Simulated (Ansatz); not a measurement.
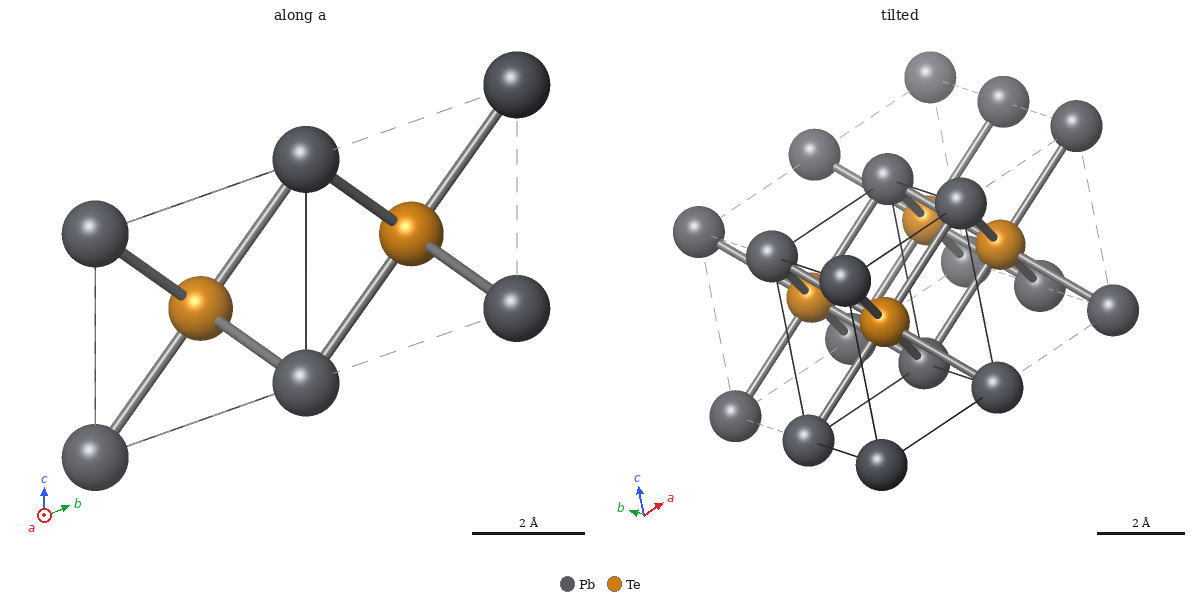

Drawn in the ball-and-stick manner and seen along the a axis and slightly off an axis. The simulation cell (solid box) is repeated to 2×2×1 cells.

The input file of the run:
```yaml
crystal:
  lattice:
    - [0.0, 3.2678368488, 3.2678368488]
    - [3.2678368488, 0.0, 3.2678368488]
    - [3.2678368488, 3.2678368488, 0.0]
  atoms:
    - { symbol: Pb, position: [0.0, 0.0, 0.0] }
    - { symbol: Te, position: [0.5, 0.5, 0.5] }
kpoints:
  mp_grid: { grid: [4, 4, 4] }
hamiltonian:
  xc: pbe
scf:
  occupations: { method: fixed }
gw:
  n_empty_bands: 291
  ecut_chi: 150
  qp_bands: [v2, c2]
  qp_kpoints: band_edges
  screening: { model: contour_deformation }
```

Method used: G0W0 on PBE, plane waves, PAW in Ansatz 0.2.0. It ran with a cutoff energy of 420 eV, 4×4×4 k-mesh, no spin polarisation.

**Is the electronic structure metallic or gapped?**

A semiconductor at this level, with a gap of 0.80 eV, direct.

Origin of the cell: a structure type filled with these elements by a generator (whether the compound takes this form wasn't checked). Earlier steps of the study may have refined or changed the cell and positions. Ansatz was used for an electronic-structure calculation on it.
